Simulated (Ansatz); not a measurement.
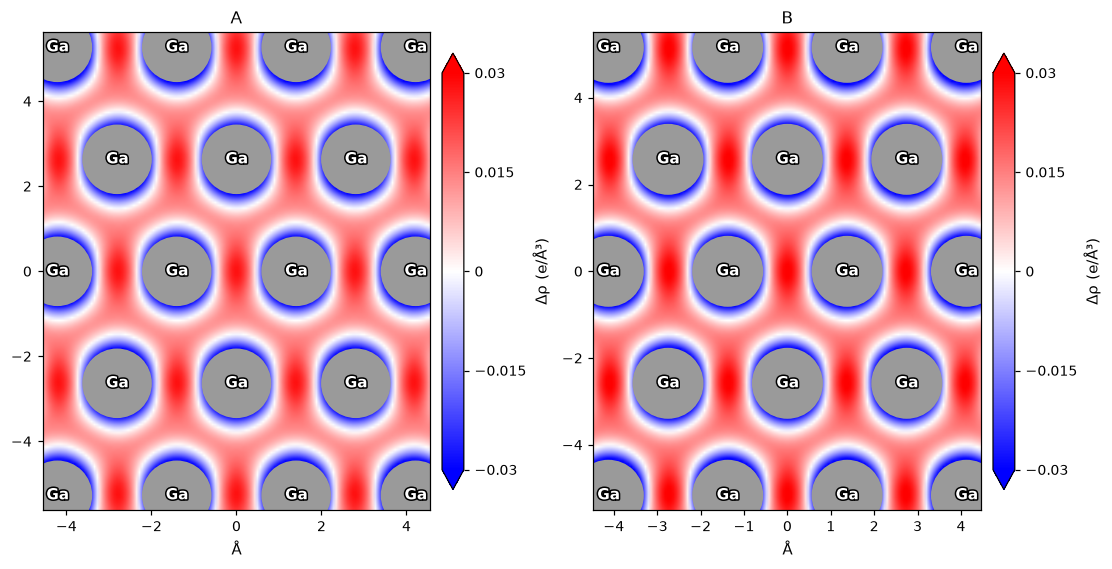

Ga: deformation density on the (101̄) plane of the conventional cell at two volumes, with the same fractional coordinates and one colour scale. Grey discs cover the cores. Panel B has 94 % of the volume of panel A.

Space group I4/mmm.

These are results of DFT PBE, scalar-relativistic, plane waves, PAW in Ansatz 0.2.0, not measurements.

### What changes between the database cell and the scaled one?

From A to B, Ga–Ga goes from 2.81 to 2.75 Å, and Δρ at its midpoint from +0.028 to +0.031 e/Å³.
- The pressure is 4.5 GPa in A and 9.3 GPa in B.
- The rearranged charge is 0.12 e an atom in A and 0.13 e in B.

Run times: 15 s (base cell) and 16 s (scaled cell), on 1 thread of Arm Neoverse N1, with other jobs on the host.
